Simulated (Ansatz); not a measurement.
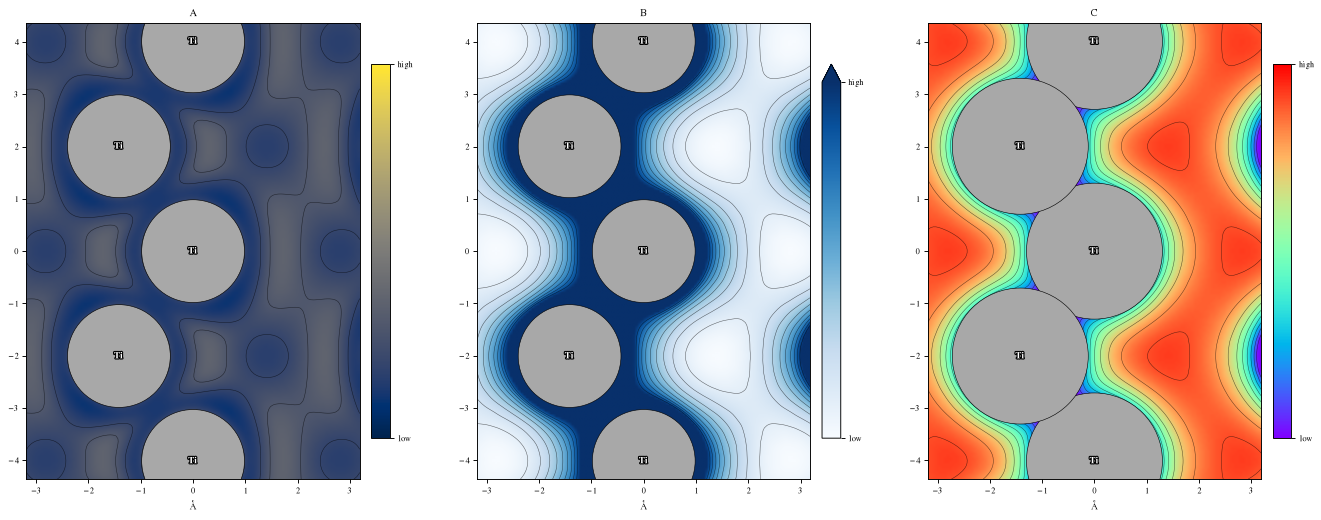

Ti: 3 fields on the (011) plane of the conventional cell, with unlabelled colour scales. Grey discs cover the atomic cores.

Space group Fd-3m; a structure from a database of computed crystals, not necessarily the ambient phase; computed without spin polarisation.

These are results of Ansatz 0.2.0, DFT PBE, scalar-relativistic, plane waves, PAW, not measurements.

```xyz
8
Lattice="5.6731 0.0000 0.0000 0.0000 5.6731 0.0000 0.0000 0.0000 5.6731" Properties=species:S:1:pos:R:3 pbc="T T T"
Ti    0.0000    0.0000    0.0000
Ti    2.8366    2.8366    0.0000
Ti    2.8366    0.0000    2.8366
Ti    0.0000    2.8366    2.8366
Ti    1.4183    1.4183    1.4183
Ti    4.2548    4.2548    1.4183
Ti    4.2548    1.4183    4.2548
Ti    1.4183    4.2548    4.2548
```

### The panels show electron localisation function, electrostatic potential energy of an electron and valence pseudo-density in some order. Assign them.

Panel A: electron localisation function. Panel B: valence pseudo-density. Panel C: electrostatic potential energy of an electron (low next to the atoms, rising into the space between them).
